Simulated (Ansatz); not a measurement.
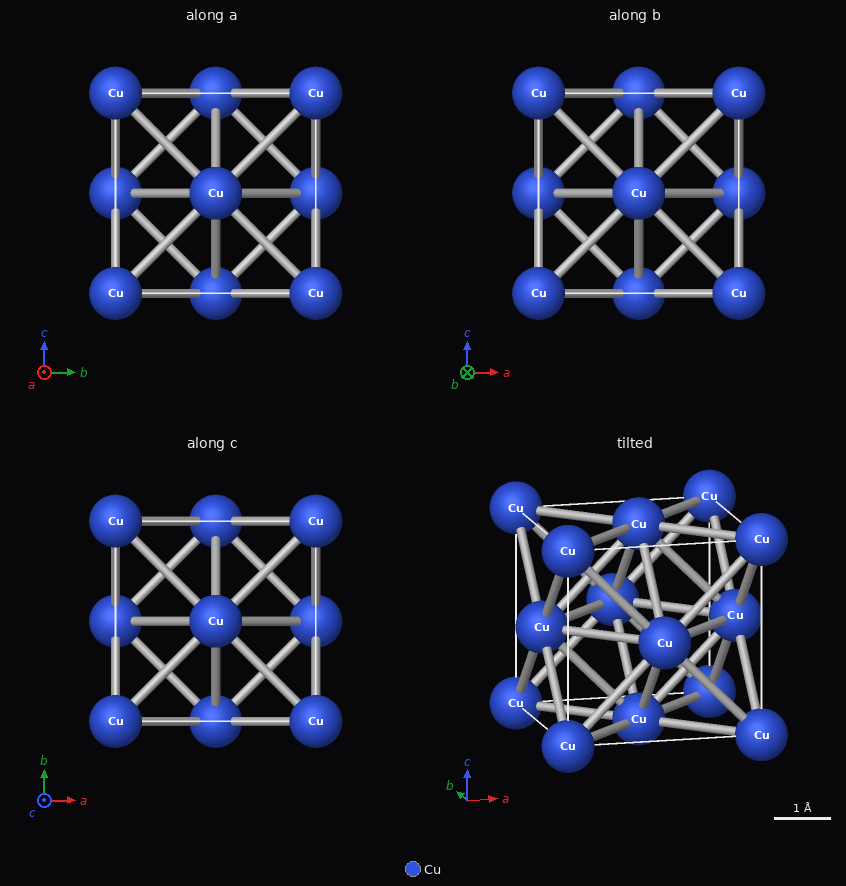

View along the a axis, along the b axis, along the c axis and slightly off an axis, drawn as a ball-and-stick model. Atoms at the boundary of the conventional unit cell (the box) are drawn once for each face, edge or corner they touch.

Lattice parameters: a = 3.629 Å, b = 3.629 Å, c = 3.629 Å, α = 90.00°, β = 90.00°, γ = 90.00°.

Q: From the views, write a table of Wyckoff sites.

A: Space group Fm-3m (No. 225).
```
atom  site       x       y       z
  Cu    4a  0.0000  0.5000  0.5000
```

Its origin is a random cell made by a generator, so it need not be a real form of the element. It is drawn as it came out of a relaxation with Ansatz, DFT PBE, scalar-relativistic, plane waves, PAW.
